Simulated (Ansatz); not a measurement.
Consider AlNi3.

Input file:

```
crystal:
  lattice:
    - [3.5190923421, 0.0, -0.1759546171]
    - [0.0, 3.5190923421, 0.0]
    - [-0.1759546171, 0.0, 3.5190923421]
  atoms:
    - { symbol: Al, position: [0.0, 0.0, 0.0] }
    - { symbol: Ni, position: [0.0, 0.5, 0.5], spin: 0.28 }
    - { symbol: Ni, position: [0.5, 0.0, 0.5], spin: 0.28 }
    - { symbol: Ni, position: [0.5, 0.5, 0.0], spin: 0.28 }
basis:
  ecutwfc: 420
kpoints:
  mp_grid: { grid: [14, 14, 14] }
hamiltonian:
  xc: pbesol
scf:
  occupations: { method: gaussian, width: 0.15 }
output:
  forces: true
  stress: true
  eigenvalues: true
  populations: true
  write_density: true
  write_potential: true
  elf: true
  volumetric_format: npy
magnetization:
  spin_polarized: true
```

Run with:

```sh
ansatz run input.yaml --threads 1 --pin off --max-ram 2560MiB --backend cpu --events-out ev --progress --plain --runs-dir out
```

Below, planes, directions and counts refer to the conventional cell (a = 4.73 Å, b = 5.23 Å, c = 3.52 Å, α = 90.00°, β = 90.00°, γ = 90.00°).

Space group Cmmm; a structure from a database of computed crystals, not necessarily the ambient phase; changed on purpose from its base cell (strain -0.1000 x Voigt [0, 0, 0, 0, 1, 0], atoms carried along); computed pressure about 2 GPa in this cell; spin-polarised.

Computed with Ansatz, DFT PBEsol, scalar-relativistic, plane waves, PAW.

### What will maps of the valence pseudo-density and electron localisation function show?

Al–Ni (2.49 Å): the density is about 0.31 e/Å³ at the midpoint; the ELF is about 0.35 at the midpoint.

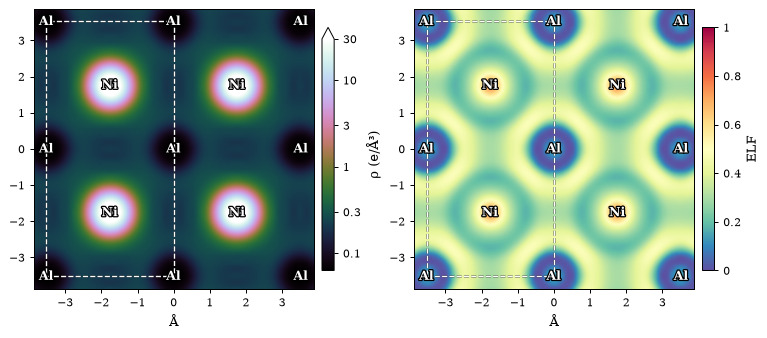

Computed valence pseudo-density and electron localisation function on the (110) plane of the conventional cell, in this order. 

The density is the valence pseudo-density of a PAW calculation; it isn't the true density close to the nuclei.
